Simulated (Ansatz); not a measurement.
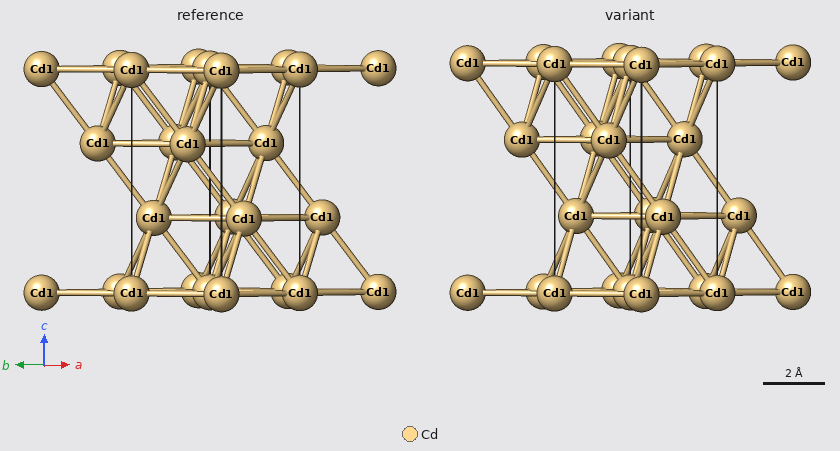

Left: a symmetric starting cell of Cd. Right: the same structure after one change, at the same scale. A ball-and-stick model of the conventional cell (3 times the calculation's cell), repeated 2 × 2 × 1 with one cell outlined, seen from a free direction. Lengths and directions refer to the drawn axes.

Method: DFT PBE, scalar-relativistic, plane waves, PAW in Ansatz 0.2.0. Set-up: plane-wave cutoff 420 eV; k-point mesh 18 × 18 × 18; occupations gaussian; smearing width 0.1 eV; no spin polarisation.

> What was changed?

The cell is strained by +2.6 % along c and −3.4 % across it (volume −4.2 %), the atoms keeping their fractional coordinates. No relaxation follows. The starting cell wasn't computed here and needn't be at equilibrium, so pressure and forces aren't due to the change alone.

> And its effect?

Near-neighbour distances before and after: Cd–Cd 3.216 → 3.107 Å, Cd–Cd 3.074 → 3.088 Å. The space group stays R-3m (No. 166). The pressure is 4.4 GPa (not all of it need come from the change, since the unchanged cell can be under pressure at this level too). The principal stresses (compression positive) are 4.6 GPa along c and 4.3 GPa across it. All forces vanish by symmetry.
